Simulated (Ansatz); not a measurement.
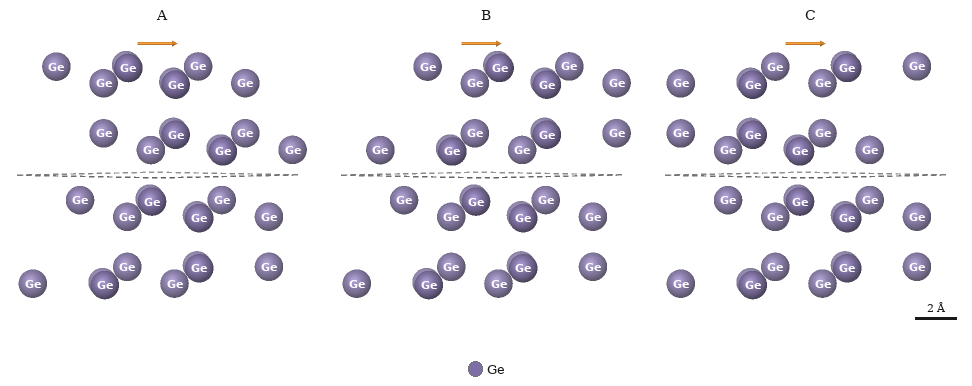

Solid Ge (Fd-3m): the crystal above a cut along the (1 1 1) plane of the conventional cell (between a plane of Ge below and one of Ge above, 2.49 Å apart) is slid rigidly by fractions of an in-plane lattice vector 7.06 Å long (a generalised stacking fault). One cut stands in each cell, which starts 10.0 Å high; nothing is relaxed, and the dashed outline marks the cut, the arrow on top the direction of slip. A spheres-only model of the layers on both sides of the cut, seen from the side, nearly along the cut plane.

Method: Ansatz, DFT PBE, scalar-relativistic, plane waves, PAW. Set-up: plane-wave cutoff 420 eV; k-point mesh 17 × 17 × 6; occupations gaussian; smearing width 0.15 eV; no spin polarisation. Energies (free energies at the smearing named) are counted from the relaxed crystal.

Question: Order these geometries by energy, lowest first.

Answer: Lowest first: C (the slip 0.00, 0 mJ/m²), B (the slip 0.833, 593 mJ/m²), A (the slip 0.50, 1175 mJ/m²). Over the whole scan: the curve starts and ends at zero, since a full lattice vector restores the crystal. Its highest computed point is 1479 mJ/m² at slip 0.333. The points are too sparse to place its extrema closely. Relaxation across the fault would lower the values.
